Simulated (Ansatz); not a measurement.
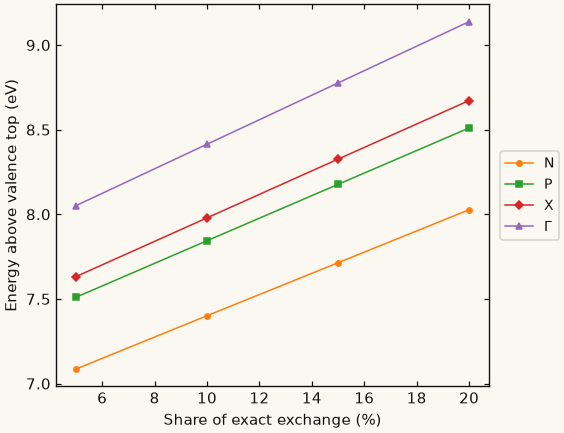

Lowest conduction level at each named k point, counted from the valence-band top at X. In reduced coordinates of the cell that was run, N is (0, 0.5, 0), P is (0.25, 0.25, 0.25) and X is (0, 0, 0.5).

System: HCN, space group I4mm, 3 atoms in the primitive cell; a = 4.632 Å, c = 4.320 Å (tetragonal axes). The share of short-range exact exchange is varied in a hybrid of HSE form (ω = 0.2 Å⁻¹). Computed with Ansatz: Ansatz PAW, no spin polarisation, no spin-orbit coupling, 4×4×4 k mesh, 420 eV cutoff.

### How does each level move from 5 % to 20 %?

N rises by 0.94 eV, P rises by 1.00 eV, X rises by 1.04 eV and Γ rises by 1.09 eV.

### Which of these conduction levels is lowest, and does that change?

The lowest is the one at N, over the whole range, so among these points the gap stays indirect.

### How fast do the levels move with the share?

Straight lines have slopes of +0.63 at N, +0.67 at P, +0.69 at X and +0.72 at Γ (eV for each 10 % of exact exchange).

The values:
| exact exchange | N (eV) | P (eV) | X (eV) | Γ (eV) |
| --- | --- | --- | --- | --- |
| 5 % | 7.09 | 7.51 | 7.63 | 8.05 |
| 10 % | 7.40 | 7.84 | 7.98 | 8.41 |
| 15 % | 7.71 | 8.18 | 8.33 | 8.78 |
| 20 % | 8.03 | 8.51 | 8.67 | 9.14 |

The k mesh is coarse, so the values aren't converged, least of all with exact exchange. The PAW data sets were made with another functional. The cell comes from a database of computed structures, and whether it is the stable form of this composition wasn't checked. 15 % and 20 %: forces of over 1 eV/Å show positions far from the minimum, so gaps and moduli don't describe the material at rest.
